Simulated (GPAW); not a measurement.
# Dielectric function and optical constants of BP

Aim: the dielectric function of BP, and the optical constants that follow from it.

Calculated with GPAW 26.7.0; DFT, PBE, plane-wave PAW (GPAW data sets), scalar-relativistic, RPA, optical limit.

### Step 1. Set-up

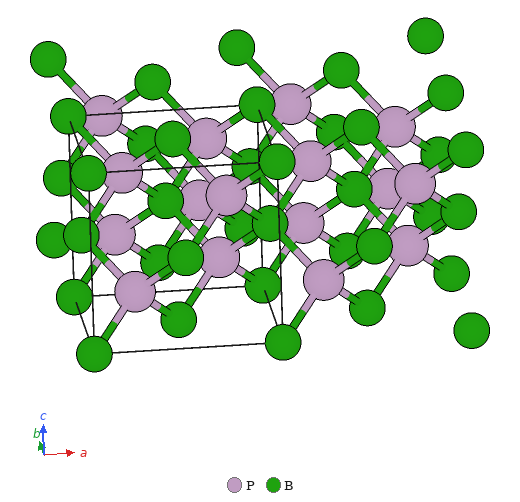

The starting structure, seen slightly off an axis (phosphorus pink, boron green). 2×2×1 cells are drawn. This picture shows the conventional cell, with its axes. Bonds to atoms that aren't drawn are left out. Some periodic images of atoms are drawn too.

As a file:

```xyz
2
Lattice="0.0000 2.2690 2.2690 2.2690 0.0000 2.2690 2.2690 2.2690 0.0000" Properties=species:S:1:pos:R:3 pbc="T T T"
P     3.4035    3.4035    3.4035
B     0.0000    0.0000    0.0000
```

### Step 2. Dielectric function, RPA

Local fields let the induced charge screen the field inside the cell, which as a rule lowers ε, most along directions where the density is uneven.

The input, df.py:

```python
from gpaw.response.df import DielectricFunction

df = DielectricFunction('full.gpw', frequencies={'type': 'nonlinear', 'domega0': 0.03, 'omega2': 8},
                        ecut=50,
                        eta=0.12,
                        nbands=20,
                        txt='df.txt')
for direction in ['x']:
    df.get_dielectric_function(xc='RPA', direction=direction, filename=f'df_{direction}.csv')
```

Launch:

```sh
OMP_NUM_THREADS=1 python df.py
```

Before running: what should come out for the electronic dielectric constant ε∞, mean over x, y and z (RPA); and main peak of Im epsilon, first axis?

At this level (PBE, RPA) BP has ε∞ = 8.94 and n = 3.01 at 1550 nm, and Im ε peaks at 5.8 eV. Local fields change the static value along x from 9.42 to 8.94 (-5 %). Distinct maxima of Im ε, read by a parabola through the highest points, lie at 5.78 eV (31), 6.52 eV (28) and 8.62 eV (7.3).

| Property | Result |
| --- | --- |
| electronic dielectric constant ε∞, mean over x, y and z (by symmetry where fewer were run) (RPA) | 8.94 |
| main peak of Im epsilon, first axis | 5.78 eV |

Excitons and phonon-assisted transitions are missing; PBE gaps are as a rule too small, which pulls the onset down and ε∞ up. The sum runs over mesh points, so small or evenly spaced maxima can still be ripples of the mesh.

[Machine, clock and banner lines and Python warnings are left out of the logs.]

[Logs are printed without paths, hosts, clocks, repeated set-up lines and the standing remarks that a program may print on its own settings, such as how far it seeks lower states.]

[Hosts, paths, dates, database ids (printed as entryN), source tags and the programs' standing remarks are cut or masked in the printed files.]
